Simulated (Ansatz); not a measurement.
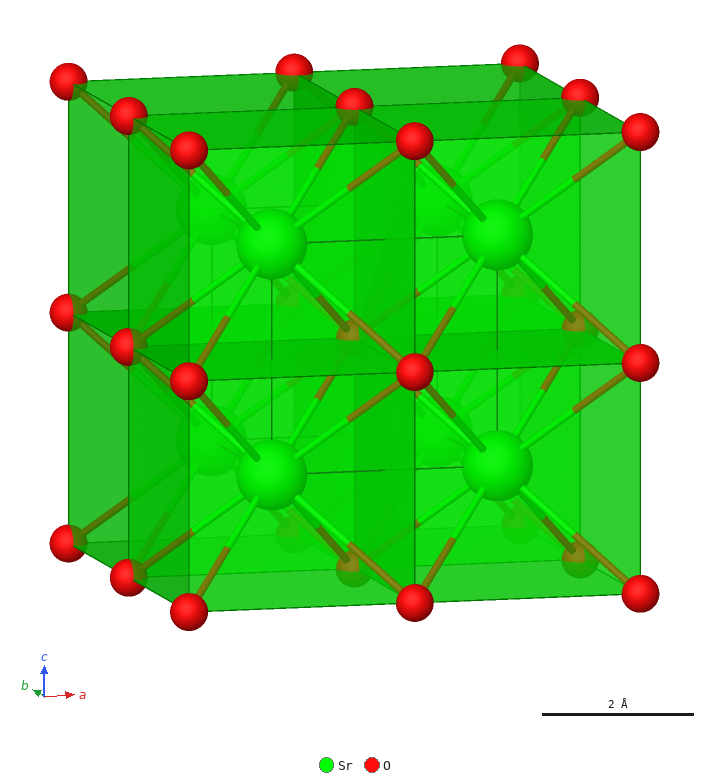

**Figure 1.** The structure as given in the input (polyhedral view of the cell of the calculation, seen slightly off an axis; polyhedra are completed across the faces of the cell).

## Band-structure calculation of SrO

The run: band-structure calculation of SrO (2 atoms in the cell). Method and program: DFT, PBE, plane waves, PAW, no spin polarisation (Ansatz 0.2.0).

The structure was built on a prototype by a generator. The geometry comes from this level: r2SCAN.

**The program's output**
```
scf.n_extra_bands = 4 over 8 filled bands (N_el = 16.0): the run solves 12 bands
Engine: ansatz 0.2.0, aarch64-unknown-linux-gnu
Pseudopotentials: kind: paw
Pseudopotential: Sr, paw, valence charge 10, recommended cutoff 420 eV (normal), Sr.paw.azcp
Pseudopotential: O, paw, valence charge 6, recommended cutoff 420 eV (normal), O.paw.azcp
Functional definition: PBE
  parameter kappa = 0.804
  parameter beta = 0.06672455060314922
  exchange = pbe_x(kappa = kappa, mu = beta*pi^2/3)
  correlation = pbe_c(beta = beta)
Crystal: 2 atoms, lattice volume = 29.874 Å³
Basis set: ecut = 420 eV, 587 PW (Γ), exchange–correlation on 48×48×48 points (8 copies of the dense FFT grid, shifted against one another)
Bands: 12, of which v1, the nominal top of the filled ones, is band 8 counted from 1 (7 counted from 0)
Symmetry: 48 space group operations
Space group: Pm-3m (ITA 221), of the structure as read, at distance tolerance 3.1e-5 Å
k-points: 35 of 512
Non-local potential: Sr, projectors of the file, l = 0: 3, l = 1: 2, l = 2: 2
Non-local potential: O, projectors of the file, l = 0: 2, l = 1: 2, l = 2: 1
PAW form: soft (Blöchl's): semilocal exchange-correlation on the pseudo side does not see the compensation charge
PAW one-centre angular grid: Sr, 110 points (default); XC on 64 Gauss nodes
PAW one-centre angular grid: O, 110 points (default); XC on 64 Gauss nodes
Initial density: superposition of atomic densities (neutral atoms: chi_scale 0, normalization atom), corrected by the library's trained network
Initial wavefunctions: pseudopotential atomic-orbital guess
Functional: x = pbe(κ = 0.804, μ = 0.2195149727645171), c = pbe(β = 0.06672455060314922)
SCF iter   1: F=—  HF=-4113.794887 eV  |F-HF|=—  |Δ(HF+E_count)|=         —  Δρ=3.54e-3  dr2=5.40e-3  ethr=1.77e-3  ⟨swp⟩=9.7  Hψ=3376  notcnv=0
preconditioner: auto → none  [insulator: Δε(μ)=2.880 eV  Ē_g=16.389 eV  σ=0.020 eV  W_gap=1.00  n_scr=6 (ndim 8)  ℏωp=25.4 eV  f_vac=0.000  D(μ)=0.00/eV (n_scr^D=0)  ε∞_Penn≈3.4]
SCF iter   2: F=—  HF=-4113.794785 eV  |F-HF|=—  |Δ(HF+E_count)|=   1.02e-4  Δρ=9.71e-4  dr2=1.53e-4  ethr=3.38e-5  ⟨swp⟩=2.4  Hψ=994  notcnv=0
SCF iter   3: F=—  HF=-4113.794836 eV  |F-HF|=—  |Δ(HF+E_count)|=   5.11e-5  Δρ=3.50e-4  dr2=2.14e-5  ethr=9.56e-7  ⟨swp⟩=2.3  Hψ=627  notcnv=0
SCF iter   4: F=—  HF=-4113.794847 eV  |F-HF|=—  |Δ(HF+E_count)|=   1.09e-5  Δρ=4.43e-5  dr2=3.04e-7  ethr=1.34e-7  ⟨swp⟩=2.6  Hψ=643  notcnv=0
iter 5 did not close the SCF: its close was put off for the readings that it lacked (scf_convergence_deferred on its scf_iter line)
SCF iter   5: F=-4113.794848 eV  HF=-4113.794848 eV  |F-HF|=8.51e-9  |Δ(HF+E_count)|=   6.55e-7  Δρ=7.41e-6  dr2=6.83e-9  ethr=1.90e-9  ⟨swp⟩=2.3  Hψ=676  notcnv=0
SCF iter   6: F=-4113.794848 eV  HF=-4113.794848 eV  |F-HF|=1.85e-10  |Δ(HF+E_count)|=   1.04e-8  Δρ=8.28e-7  dr2=2.31e-10  ethr=4.27e-11  ⟨swp⟩=6.3  Hψ=2476  notcnv=0
SCF 1 converged in 6 iterations: F = -4113.794848 eV  dr2 = 2.31e-10
  greatest PAW one-centre occupation: 0.987 electrons in one spin orbital (limit 2), on the Sr atom at site 0 (counted from 0), in its partial waves of l = 0
NSCF: frozen V_eff on 62 k-points
SCF converged after 6 iterations
Free energy (F): -4113.794848 eV
Harris-Foulkes:  -4113.794848 eV  (|F-HF|=1.85e-10)
Internal energy: -4113.794848 eV  (E = F + TS)
E sigma→0 (E₀):  -4113.794848 eV
Fermi energy:    11.679287 eV
--- Per-component energies (eV) ---
  E_band       = -34.140987
  E_kinetic    = 423.187020
  E_local      = -760.752500  (includes V_loc(G=0)·N_el)
  E_nonlocal   = 249.914702
  E_hartree    = 194.459366
  E_xc         = -249.666481
  E_vxc        = -259.631937  (∫ρ·V_xc dr)
  E_paw        = -2852.273582  (= ΣΔE_a)
  E_vpaw       = -75.779629  (= ΣTr[D̂ρ^β])
  E_aug_tail   = 0.002388  (compensation charges beyond the density's cutoff)
  E_ewald      = -1118.665761
  E_smearing   = -0.000000  (= −TS)
  E_closure    = 0.000000  (closes the sum)
  Σ components = -4113.794848   (vs F -4113.794848, Δ=0.00e0)
--- Forces (eV/Å), atoms counted from 1 ---
  atom   1  Sr    -0.00000000     0.00000000     0.00000000
  atom   2  O      0.00000000    -0.00000000     0.00000000
  max |Σ_I F_I| component: 8.84e-30 eV/Å
--- Stress (GPa, compression-positive) ---
        2.794028       0.000000       0.000000
        0.000000       2.794028       0.000000
        0.000000       0.000000       2.794028
  P = ⅓ Tr σ = 2.7940 GPa (27.940 kbar)
--- Band table (eV; the first three rows and the last of 35) ---
  k-point 0: bands = ["-23.5127", "-5.3975", "-4.6989", "-4.6989", "-4.6989", "10.2192", "10.2192", "10.2192", "13.0764", "13.0764", "15.0090", "20.8951"]
  k-point 1: bands = ["-23.4806", "-5.8902", "-4.6692", "-4.6692", "-4.3702", "9.5985", "10.1383", "10.1383", "13.2138", "13.8208", "15.6794", "20.6269"]
  k-point 2: bands = ["-23.4018", "-6.6497", "-4.5962", "-4.5962", "-3.9728", "8.5016", "9.9362", "9.9362", "13.5808", "15.5456", "17.2119", "20.1330"]
  k-point 34: bands = ["-22.8908", "-5.8039", "-5.8039", "-5.8039", "-4.6919", "7.3360", "7.3360", "7.3360", "18.6397", "18.6397", "18.6397", "23.6519"]
```

**File rho_z.tsv**
```
# z_ang	rho[e/angstrom^3]
# format = ansatz-planar-average/11
# lattice	3.102865067	0.000000000	0.000000000
# lattice	0.000000000	3.102865067	0.000000000
# lattice	0.000000000	0.000000000	3.102865067
# sites	2
# site	38	0.000000000	0.000000000	0.000000000
# site	8	1.551432534	1.551432534	1.551432534
0.000000	6.659236e-1
0.129286	6.614542e-1
0.258572	6.390596e-1
0.387858	5.848557e-1
0.517144	5.012090e-1
0.646430	4.123151e-1
0.775716	3.499132e-1
0.905002	3.371703e-1
1.034288	3.867596e-1
1.163574	4.935495e-1
1.292860	6.226322e-1
1.422146	7.241868e-1
1.551433	7.619920e-1
1.680719	7.241868e-1
1.810005	6.226322e-1
1.939291	4.935495e-1
2.068577	3.867596e-1
2.197863	3.371703e-1
2.327149	3.499132e-1
2.456435	4.123151e-1
2.585721	5.012090e-1
2.715007	5.848557e-1
2.844293	6.390596e-1
2.973579	6.614542e-1
```

**File v_z.tsv**
```
# z_ang	v_es[eV]	v_tot[eV]
# format = ansatz-planar-average/11
# xc	pbe
# density_cutoff_ev	1680
# datasets	Sr=:simpson_from_first_knot:soft	O=:simpson_from_first_knot:soft
# lattice	3.102865067	0.000000000	0.000000000
# lattice	0.000000000	3.102865067	0.000000000
# lattice	0.000000000	0.000000000	3.102865067
# sites	2
# site	38	0.000000000	0.000000000	0.000000000
# site	8	1.551432534	1.551432534	1.551432534
0.000000	-1.206071e1	-2.428339e1
0.129286	-1.102459e1	-2.306635e1
0.258572	-8.110626e0	-1.983436e1
0.387858	-3.942194e0	-1.530516e1
0.517144	6.311868e-1	-1.033674e1
0.646430	4.692812e0	-5.916523e0
0.775716	7.709708e0	-2.623353e0
0.905002	9.179424e0	-1.051247e0
1.034288	9.206757e0	-1.062125e0
1.163574	8.746906e0	-1.710980e0
1.292860	8.150039e0	-2.450642e0
1.422146	7.616646e0	-3.154210e0
1.551433	7.406402e0	-3.529311e0
1.680719	7.616646e0	-3.154210e0
1.810005	8.150039e0	-2.450642e0
1.939291	8.746906e0	-1.710980e0
2.068577	9.206757e0	-1.062125e0
2.197863	9.179424e0	-1.051247e0
2.327149	7.709708e0	-2.623353e0
2.456435	4.692812e0	-5.916523e0
2.585721	6.311868e-1	-1.033674e1
2.715007	-3.942194e0	-1.530516e1
2.844293	-8.110626e0	-1.983436e1
2.973579	-1.102459e1	-2.306635e1
```

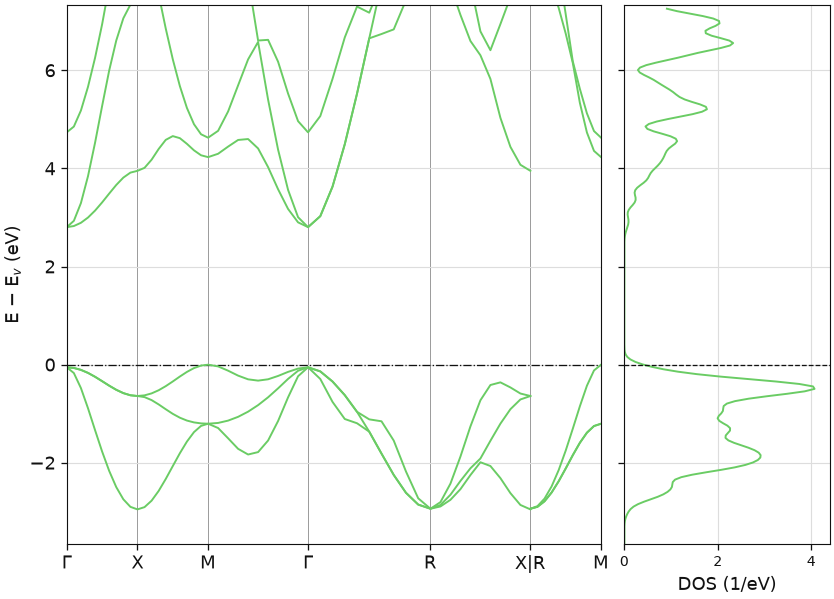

**Figure 2.** Band structure along Γ–X–M–Γ–R–X|R–M and density of states (the curve is built from the levels of the k mesh with Gaussians 0.3 eV wide, which also blur the band edges), with energies from the valence-band top. There is a gap of 2.80 eV on this path.

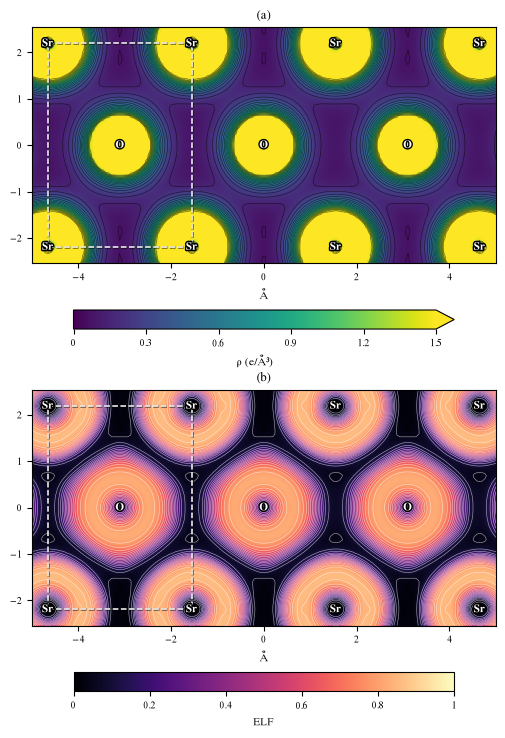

**Figure 3.** (a) valence electron density; (b) electron localisation function on the (011̄) plane of the conventional cell. Atoms in the plane: Sr and O. Away from the nuclei the density in this plane falls to 0.07 e/Å³ at its lowest. The strong features right at Sr lie inside the PAW spheres (semicore, d or f shells) and say nothing about bonding. The fields are those of the smooth PAW valence density.

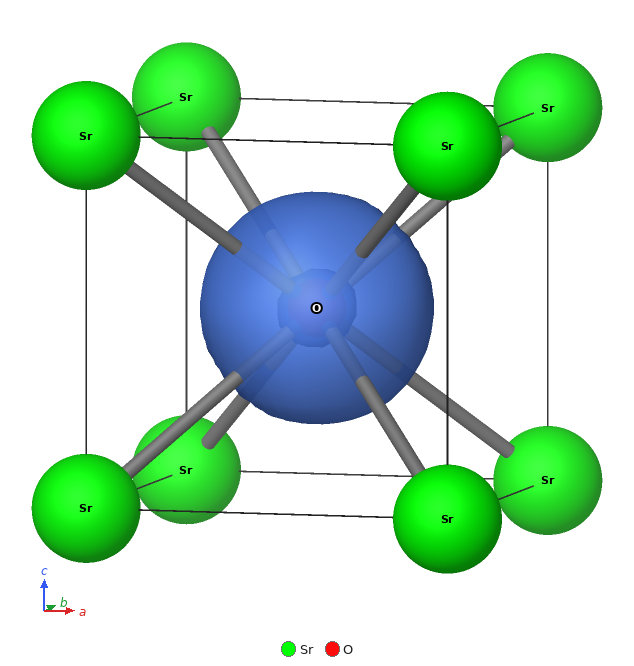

**Figure 4.** Isosurface of the electron localisation function at 0.65 (blue), seen slightly off an axis. Only the valence region is drawn (cores and ρ < 0.01 e/Å³ removed). Sticks mark near contacts. The outline is the cell set on symmetry axes.

This output came from the following input.

**Input**
```yaml
crystal:
  lattice:
    - [3.102865067, 0.0, 0.0]
    - [0.0, 3.102865067, 0.0]
    - [0.0, 0.0, 3.102865067]
  atoms:
    - { symbol: Sr, position: [0.0, 0.0, 0.0] }
    - { symbol: O, position: [0.5, 0.5, 0.5] }
kpoints:
  mp_grid: { grid: [8, 8, 8] }
  band_path:
    path:
      - [[0.0, 0.0, 0.0], [-8.507674306655e-52, 0.5, -7.499549290744e-69], [0.5, 0.5, 6.336251955629e-35], [0.0, 0.0, 0.0], [0.5, 0.5, 0.5], [-8.507674306655e-52, 0.5, -7.499549290744e-69]]
      - [[0.5, 0.5, 0.5], [0.5, 0.5, 6.336251955629e-35]]
    npoints: 10
hamiltonian:
  xc: pbe
scf:
  occupations: { method: fermi_dirac, width: 0.02 }
  n_extra_bands: 4
output:
  forces: true
  stress: true
  eigenvalues: true
  write_density: true
  write_potential: true
  elf: true
  volumetric_format: npy
```

Launched with:
```bash
ansatz run input.yaml --threads 2 --pin off --max-ram 2211MiB --backend cpu --events-out ev --progress --plain --runs-dir out
```

**Summary**

| quantity | value |
| --- | --- |
| outcome | converged |
| space group (tolerance 0.01 Å) | Pm-3m (221) |
| electrons treated | 16 |
| free energy | −4113.7948 eV |
| Fermi energy | 11.679 eV |
| gap on the k-point mesh | 2.80 eV |
| pressure | 2.79 GPa |
| largest force (length of the vector) | under 0.001 eV/Å |
| hardware | 2 threads of Arm Neoverse V2, 112 GiB of memory available, shared host |
| wall time | 0.78 s (CPU time 1.4 s) |
| peak memory | 0.27 GiB |
